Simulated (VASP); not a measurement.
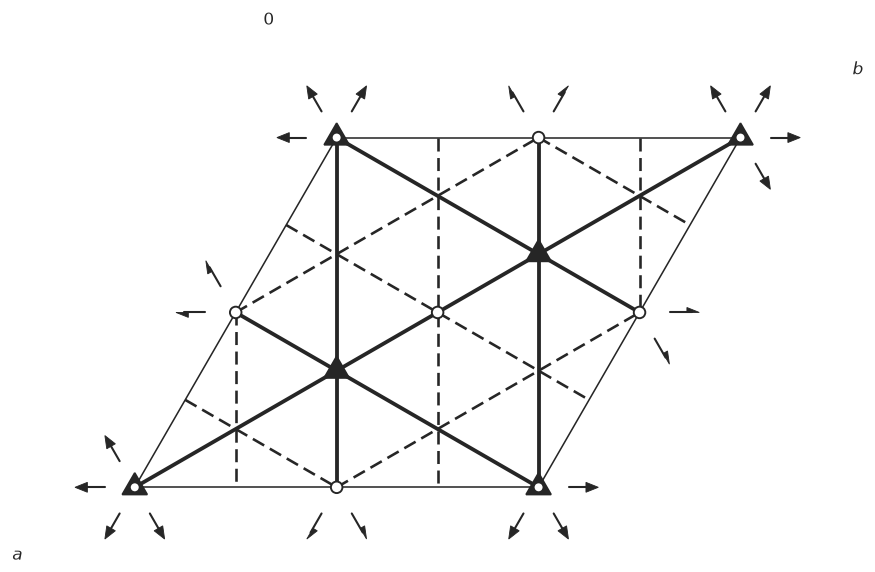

Symmetry elements of a space group, projected down c, computed from the operations of a computed or model structure of composition TaS2.

Symbols follow the International Tables: origin at the upper left, the third axis towards the viewer; heavy, dashed, dotted, dash-dotted and dash-dot-dot lines are mirror, in-plane glide, out-of-plane glide, diagonal (n; with arrows d) and double (e) glide planes seen edge on; arrows at the rim are 2 (full head) and 2₁ (half head) axes in the plane; the corner sign is a plane parallel to the page; fractions are heights. Handed screw axes carry their printed symbol instead of tails.

Q: Identify the space group.

A: P-3m1, No. 164; primitive trigonal (hexagonal lattice), point group -3m, 12 general positions a cell.

Q: List the elements shown.

A: −3 axes along c at (0, 0); 3 axes along c at (1/3, 2/3), (2/3, 1/3); inversion centres at (0, 0), (0, 1/2), (1/2, 0), (1/2, 1/2); mirror planes holding c and [1 2 0] or [2 1 0] or [−1 1 0]; in-plane glide planes holding c and [1 2 0] or [2 1 0] or [−1 1 0]; 2 axes along [1 1 0] at height 0; 2 axes along a at height 0; 2 axes along b at height 0; 2₁ axes along [1 1 0] at height 0; 2₁ axes along a at height 0; 2₁ axes along b at height 0. Heights repeat every half period; positions are (a, b) fractions, modulo 1.

Q: Write the general positions (in any order).

A: x, y, z; −x, −y, −z; −y, x−y, z; y, −x+y, −z; −x+y, −x, z; x−y, x, −z; y, x, −z; −y, −x, z; x−y, −y, −z; −x+y, y, z; −x, −x+y, −z; x, x−y, z
